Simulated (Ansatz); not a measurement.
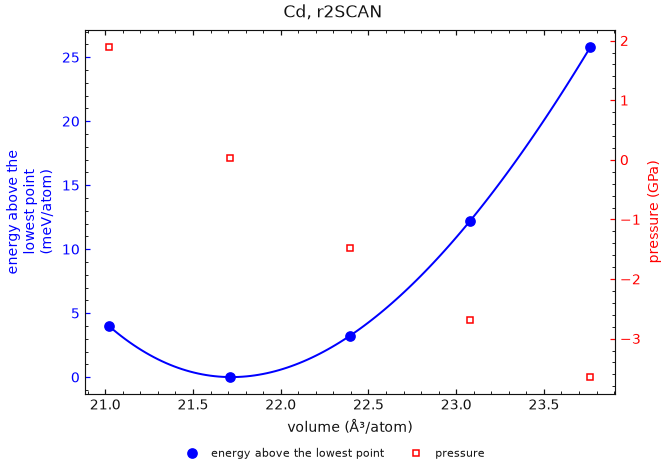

Energy above the lowest point and pressure against volume for Cd, space group Fm-3m (No. 225) (one of a set of cubic test structures, which need not be the stable phase).

A third-order Birch–Murnaghan fit gives V0 = 21.72 Å³/atom, B0 = 52.9 GPa and B′ = 6.0. The energy above the lowest point is 4.0 meV/atom at volume 21.02 Å³/atom and 25.8 meV/atom at 23.77 Å³/atom; the lowest computed point is at volume 21.71 Å³/atom (0.0 meV/atom), and no other minimum shows among the points. The pressure falls from 1.894 GPa at volume 21.02 Å³/atom to −3.645 GPa at 23.77 Å³/atom, and changes sign near 21.72 Å³/atom.

How it was computed, with Ansatz 0.2.0 development build: equation of state of a cubic crystal from periodic Kohn-Sham density functional theory without spin, third-order Birch-Murnaghan fit to the free energies; pressure corrected for the finite basis. Level: r2SCAN.

| setting | value |
| --- | --- |
| structure type | fcc |
| atoms in cell | 1 |
| space group number | 225 |
| lattice centring | face-centred primitive |
| k mesh | 13×13×13 |
| occupation method | Fermi–Dirac |
| occupation width | 0.1 eV |
| wave cutoff | 500 eV |
| datasets | soft-1 PAW |
| density tolerance | 1e−07 eV |
| bands | 14 |
| density cutoff ratio | 4 |
| search for lower states | default |

Keep in mind: cubic model structure, not the ambient form.
